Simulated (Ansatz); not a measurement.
**TiO₂: 5 runs along one coordinate**

System: TiO₂ (Cmmm, 6 atoms in the cell).
Method: DFT r2SCAN, scalar-relativistic, plane waves, PAW, no spin polarisation (Ansatz 0.2.0).

The 5 runs differ only in the geometry, by a strain of the cell at fixed fractional positions. Against run 3, the strain is εxy = η. The structure derives from an entry of the Crystallography Open Database.

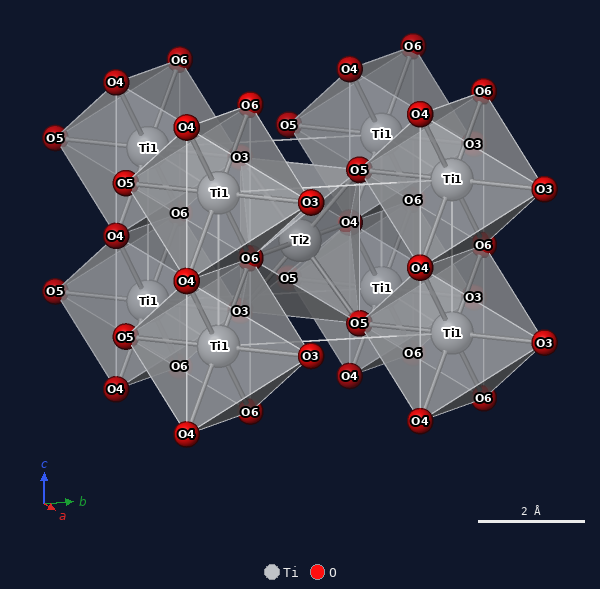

Figure 1. The structure of run 3 (polyhedral view of the cell of the calculation, seen slightly off an axis; polyhedra are completed across the faces of the cell; atoms are numbered from 1 in the order of the input). An atom can appear more than once, as a periodic image.

### Input of run 3
```yaml
crystal:
  lattice:
    - [4.5967496901, 0.0172378113, 0.0]
    - [0.0172378113, 4.5967496901, 0.0]
    - [0.0, 0.0, 2.9536714147]
  atoms:
    - { symbol: Ti, position: [0.0, 0.0, 0.0] }
    - { symbol: Ti, position: [0.5, 0.5, 0.5] }
    - { symbol: O, position: [0.304611801, 0.304611801, 0.0] }
    - { symbol: O, position: [0.195388199, 0.804611801, 0.5] }
    - { symbol: O, position: [0.695388199, 0.695388199, 0.0] }
    - { symbol: O, position: [0.804611801, 0.195388199, 0.5] }
basis:
  ecutwfc: 500
kpoints:
  mp_grid: { grid: [6, 6, 10] }
hamiltonian:
  xc: r2scan
scf:
  occupations: { method: gaussian, width: 0.05 }
output:
  forces: true
  stress: true
  eigenvalues: true
```

Command:
```bash
ansatz run input.yaml --threads 1 --pin off --max-ram 2560MiB --backend cpu --events-out ev --progress --plain --runs-dir out
```

Lattice vectors (Å) and fractional positions of run 3:
```
   4.596750    0.017238    0.000000
   0.017238    4.596750    0.000000
   0.000000    0.000000    2.953671
Ti  0.000000  0.000000  0.000000
Ti  0.500000  0.500000  0.500000
O   0.304612  0.304612  0.000000
O   0.195388  0.804612  0.500000
O   0.695388  0.695388  0.000000
O   0.804612  0.195388  0.500000
```

Run 4 differs from it as follows:
```diff
-    - [4.5967496901, 0.0172378113, 0.0]
-    - [0.0172378113, 4.5967496901, 0.0]
+    - [4.5967496901, 0.0287296856, 0.0]
+    - [0.0287296856, 4.5967496901, 0.0]
```

### Results, with one run withheld

| run | strain parameter η (%) | free energy per atom, from the lowest run given (meV) | pressure (GPa) | gap on the mesh (eV) |
| --- | --- | --- | --- | --- |
| 1 | −1.3750 | 2.65 | 0.12 | 2.22 |
| 2 | −0.8750 | 0.34 | 0.03 | 2.22 |
| 3 | 0.0000 | 0.00 | 0.02 | 2.22 |
| 4 | 0.2500 | ? | ? | ? |
| 5 | 0.5000 | 1.93 | 0.09 | 2.22 |

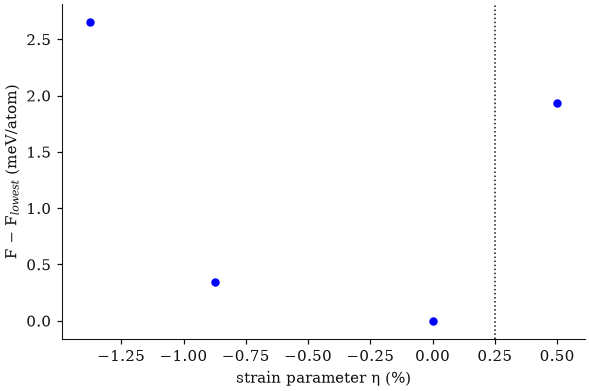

Figure 2. Free energy per atom of the runs given; the dotted line marks run 4.

What should run 4 give?

A quadratic polynomial in the coordinate, fitted to the 4 runs given, misses them by under 0.01 meV per atom. With x = η + 0.4375, it reads F = −0.42023 − 0.38482 x + 3.0836 x² (meV per atom). At run 4 it gives 0.77 meV per atom, and the run itself gives 0.77. The fit has its minimum at η = −0.3751 %.

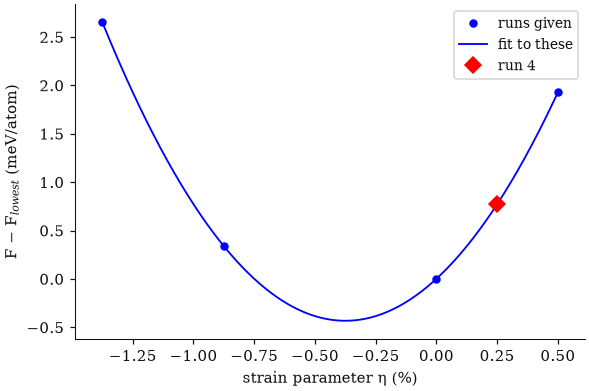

Figure 3. The fit and the withheld run.

### Output, shortened to warnings, some set-up lines, iterations and results (run 4)
```
Basis set: ecut = 500 eV, 1575 PW (Γ), exchange–correlation on 144×144×96 points (64 copies of the dense FFT grid, shifted against one another)
Symmetry: 8 space group operations
k-points: 78 of 360
Initial density: superposition of atomic densities (neutral atoms: chi_scale 0, normalization atom), corrected by the library's trained network
[...]
SCF iter   1: F=—  HF=-7292.555152 eV  |F-HF|=—  |Δ(HF+E_count)|=         —  Δρ=2.75e-2  dr2=5.49e-1  dr2_τ=3.85e-1  ethr=1.77e-3  ⟨swp⟩=5.3  Hψ=9395  notcnv=0
SCF iter   2: F=—  HF=-7292.576313 eV  |F-HF|=—  |Δ(HF+E_count)|=   2.12e-2  Δρ=1.22e-2  dr2=4.43e-2  dr2_τ=2.81e-2  ethr=1.14e-3  ⟨swp⟩=3.0  Hψ=5144  notcnv=0  defer=110
SCF iter   3: F=—  HF=-7292.570883 eV  |F-HF|=—  |Δ(HF+E_count)|=   5.43e-3  Δρ=4.04e-3  dr2=6.10e-3  dr2_τ=5.38e-4  ethr=9.24e-5  ⟨swp⟩=2.0  Hψ=3836  notcnv=0  defer=110
SCF iter   4: F=—  HF=-7292.570671 eV  |F-HF|=—  |Δ(HF+E_count)|=   2.12e-4  Δρ=1.17e-3  dr2=4.33e-4  dr2_τ=1.07e-4  ethr=1.27e-5  ⟨swp⟩=2.0  Hψ=3516  notcnv=0  defer=110
SCF iter   5: F=—  HF=-7292.570740 eV  |F-HF|=—  |Δ(HF+E_count)|=   6.85e-5  Δρ=2.05e-4  dr2=2.94e-5  dr2_τ=2.22e-6  ethr=9.03e-7  ⟨swp⟩=2.1  Hψ=3316  notcnv=0  defer=110
SCF iter   6: F=—  HF=-7292.570743 eV  |F-HF|=—  |Δ(HF+E_count)|=   3.45e-6  Δρ=1.60e-4  dr2=1.73e-5  dr2_τ=1.68e-6  ethr=6.13e-8  ⟨swp⟩=2.0  Hψ=3420  notcnv=0  defer=110
SCF iter   7: F=—  HF=-7292.570740 eV  |F-HF|=—  |Δ(HF+E_count)|=   2.67e-6  Δρ=3.23e-5  dr2=6.66e-7  dr2_τ=5.40e-8  ethr=3.61e-8  ⟨swp⟩=2.0  Hψ=3274  notcnv=0  defer=110
SCF iter   8: F=—  HF=-7292.570741 eV  |F-HF|=—  |Δ(HF+E_count)|=   2.16e-7  Δρ=1.34e-5  dr2=1.19e-7  dr2_τ=8.77e-9  ethr=2.08e-10  ⟨swp⟩=9.6  Hψ=9914  notcnv=0
SCF iter   9: F=-7292.570741 eV  HF=-7292.570741 eV  |F-HF|=4.25e-10  |Δ(HF+E_count)|=   6.77e-9  Δρ=1.50e-6  dr2=1.39e-9  dr2_τ=1.80e-10  ethr=2.08e-10  ⟨swp⟩=4.6  Hψ=7999  …
SCF 1 converged in 9 iterations: F = -7292.570741 eV  dr2 = 1.39e-9
SCF converged after 9 iterations
Free energy (F): -7292.570741 eV
Harris-Foulkes:  -7292.570741 eV  (|F-HF|=4.25e-10)
Internal energy: -7292.570741 eV  (E = F + TS)
E sigma→0 (E₀):  -7292.570741 eV
Fermi energy:    9.918389 eV
--- Per-component energies (eV) ---
  E_band       = -440.809651
  E_kinetic    = 1251.154824
  E_local      = -3079.203856  (includes V_loc(G=0)·N_el)
  E_nonlocal   = 191.769680
  E_hartree    = 1170.477323
  E_xc         = -482.939274
  E_vxc        = -693.272337  (∫ρ·V_xc dr)
  E_paw        = -2747.311116  (= ΣΔE_a)
  E_vpaw       = -497.812948  (= ΣTr[D̂ρ^β])
  E_aug_tail   = 0.004743  (compensation charges beyond the density's cutoff)
  E_vtau       = 45.594989  (kinetic-family band-sum trace: ∫τ·v_τ [+ j·A + Jᵃ·Aᵃ] dr)
  E_ewald      = -3595.888387
  E_core_change = -0.634678  (= ΣΔE_core)
  E_smearing   = -0.000000  (= −TS)
  E_closure    = -0.000000  (closes the sum)
  Σ components = -7292.570741   (vs F -7292.570741, Δ=0.00e0)
--- Forces (eV/Å), atoms counted from 1 ---
  atom   1  Ti     0.00000000     0.00000000     0.00000000
  atom   2  Ti     0.00000000     0.00000000     0.00000000
  atom   3  O     -0.01220976    -0.01220976     0.00000000
  atom   4  O     -0.01614601     0.01614601     0.00000000
  atom   5  O      0.01220976     0.01220976     0.00000000
  atom   6  O      0.01614601    -0.01614601     0.00000000
  max |Σ_I F_I| component: 6.94e-18 eV/Å
--- Stress (GPa, compression-positive) ---
        0.050306      -2.965696       0.000000
       -2.965696       0.050306       0.000000
        0.000000       0.000000       0.036292
  P = ⅓ Tr σ = 0.0456 GPa (0.456 kbar)
```
